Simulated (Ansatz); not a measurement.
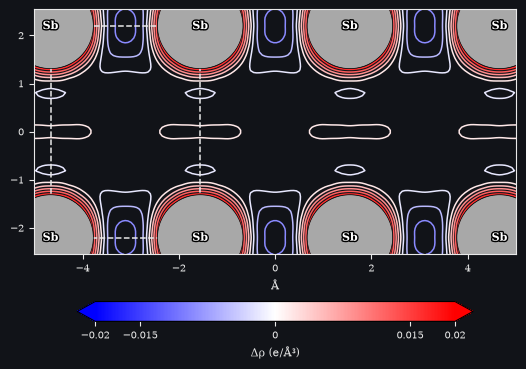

Sb. Difference of the valence pseudo-densities of two functionals at the same geometry, on the (110) plane of the calculation cell: LDA less r2SCAN.

Space group Pm-3m; a structure generated by program, which may or may not match a known phase; computed without spin polarisation.

Both computed with Ansatz (plane waves, PAW), on the same k-point mesh. Grey discs cover the atomic cores.

### What does the difference map show?

Against r2SCAN, LDA gives more density around Sb (+0.006 e/Å³ on average at 1.0 Å from the nucleus) and a change of −0.010 e/Å³ at the midpoint of Sb–Sb.
